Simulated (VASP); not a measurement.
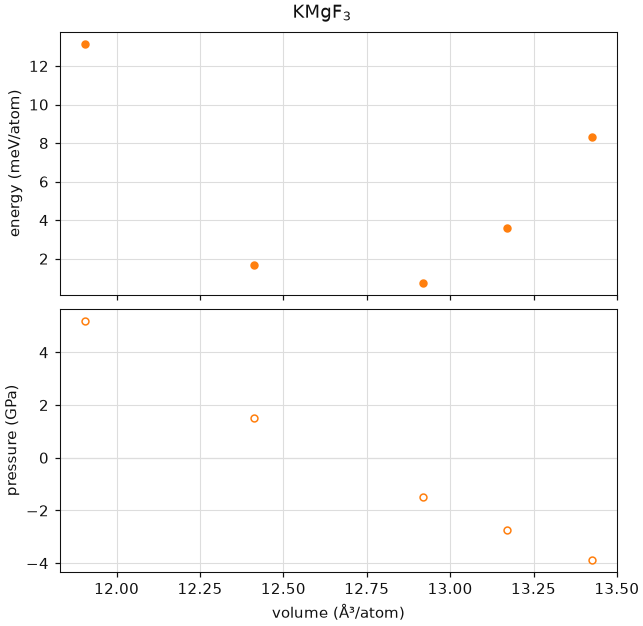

The figure shows the energy and pressure against volume for KMgF₃, space group Pm-3m (No. 221).

Cell as given: a = 3.986 Å, b = 3.986 Å, c = 3.986 Å, α = 90.00°, β = 90.00°, γ = 90.00°; 5 atoms.

Computed with VASP 6.6.1: plane-wave DFT, no spin polarisation; energies at scaled volumes of the given cell, shape and fractions fixed, counted from the fit's minimum, third-order Birch-Murnaghan fit. Level: PBEsol.

- k mesh: 7×7×7
- occupations: Fermi–Dirac
- smearing width: 0.05 eV
- potentials: VASP PAW PBE potentials, recommended
- wave cutoff: 520 eV

The points at volume 12.16 Å³/atom and 12.67 Å³/atom are left out of the plot. What values does the calculation give there?

```csv
volume (Å³/atom),energy (meV/atom),pressure (GPa)
12.16,5.92,3.25
12.67,0.04,-0.07
```
